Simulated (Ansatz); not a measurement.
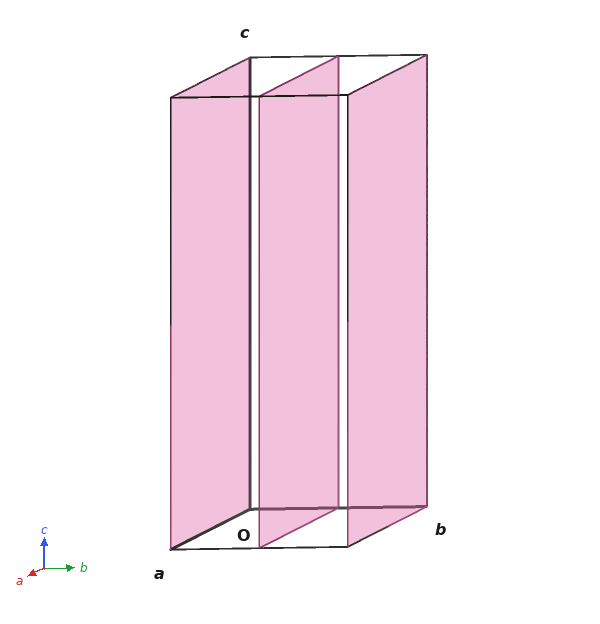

For LiNbO3, the end point of a relaxation at fixed volume with DFT PBE, scalar-relativistic, plane waves, PAW in Ansatz: every member of one family of equally spaced planes, hx + ky + lz = a whole number, that cuts the unit cell is shaded (one member passes through the origin O). Symmetry computed with spglib at a tolerance of 0.002 Å; standard conventional cell.

a = 5.066 Å, b = 5.066 Å, c = 13.340 Å, α = 90.00°, β = 90.00°, γ = 120.00°.

Which (hkl) family is drawn?

Answer. (0 2 0), in four indices (0 2 −2 0); the opposite sign names the same planes. The member next to the origin meets the axes a never, b at 1/2, c never.

What is the spacing?

Answer. d = 2.194 Å.

The space group is R-3c, No. 167, hexagonal axes. How many reflections hkl are equivalent to this one (itself included), and does it occur?

Answer. 6 reflections are equivalent in the Laue class -3m. The reflection is systematically absent, by the centring.
